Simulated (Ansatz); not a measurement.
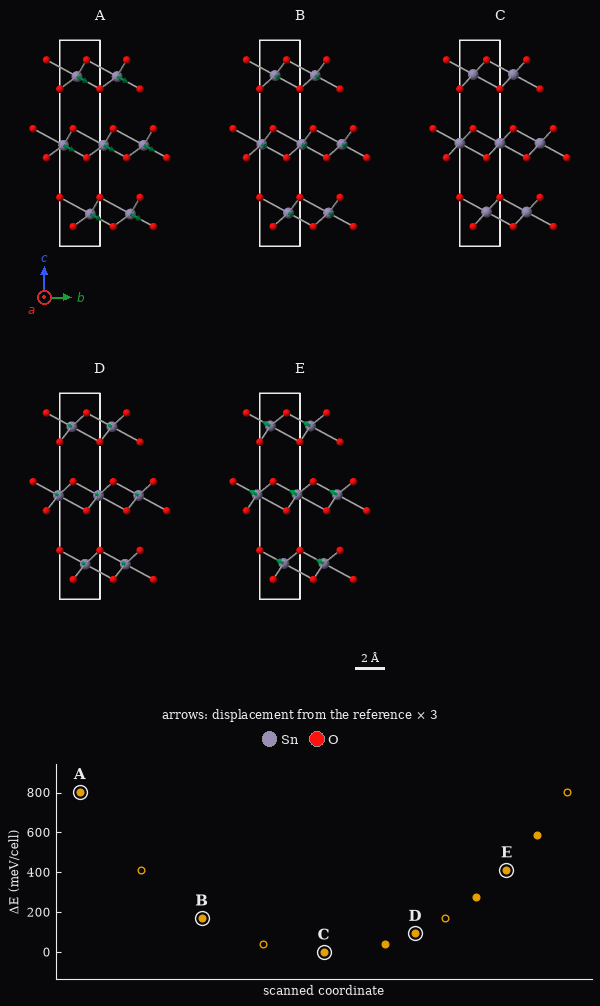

A scan of crystalline SnO2 (R-3m) along one coordinate. Hollow markers are points alike by symmetry, not computed again. A ball-and-stick model of the conventional cell (3 times the calculation's cell), repeated 2 × 2 × 1 with one cell outlined, seen along the a axis. Green arrows: displacements from the reference. Lengths and directions refer to the drawn axes.

Method: Ansatz, DFT r2SCAN, scalar-relativistic, plane waves, PAW. Set-up: plane-wave cutoff 500 eV; k-point mesh 12 × 12 × 12; occupations gaussian; smearing width 0.05 eV; no spin polarisation. Energies (free energies at the smearing named) are counted from the cell as listed in its source, which wasn't relaxed.

Which coordinate changes from frame to frame?

The whole Sn sublattice is shifted rigidly, towards the nearest copy of atom 2 (O) at 2.125 Å, all else fixed. In the frames the displacement is −0.30 Å (A), −0.15 Å (B), 0.00 Å (C), 0.1125 Å (D), 0.225 Å (E). The lowest computed point lies at the displacement 0.00 Å (0 meV/cell). The end points stand at 805 meV/cell (−0.30 Å) and 805 meV/cell (0.30 Å). The curvature at zero is about 15 eV/Å² per cell. The well is symmetric. At the highest point the shortest interatomic distance is 1.82 Å, against 2.12 Å in the reference. The distortion takes the space group from R-3m to Cm.

Limits of the set-up: layers or molecules are held without a dispersion correction, so their spacing is unreliable.
